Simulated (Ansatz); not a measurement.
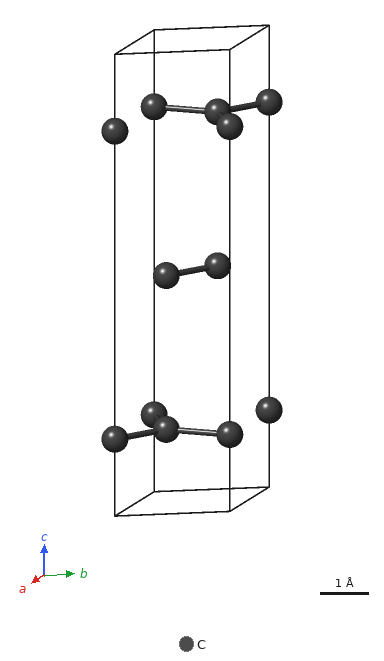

Phonons of solid C, space group R-3m (No. 166), at the zone centre. Style: ball-and-stick. Shown: the conventional cell (3 times the calculation's cell), slightly off an axis. Lengths and directions refer to the drawn axes.

All numbers below come from DFT LDA, scalar-relativistic, plane waves, PAW (Ansatz). Set-up: plane-wave cutoff 420 eV; k-point mesh 12 × 12 × 12; occupations fixed; no spin polarisation.

Frequencies are those without the non-analytic (LO–TO) term.

**Which optical modes does it have, at what frequencies, and is it stable there?**

The calculation's cell holds 2 atoms, so there are 3 optical modes, in 2 levels. The optical modes span A₁g + E_g. No level is unstable.

| level | symmetry | frequency (cm⁻¹) | activity |
| --- | --- | --- | --- |
| 1 | A₁g | 884 | Raman-active |
| 2 | E_g | 1603 | Raman-active |

The modes drawn as arrows (one member of each degenerate set):

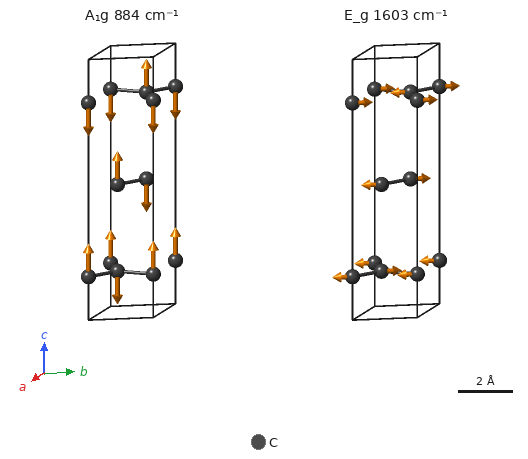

Limits of the set-up: layers or molecules are held without a dispersion correction, so their spacing is unreliable.
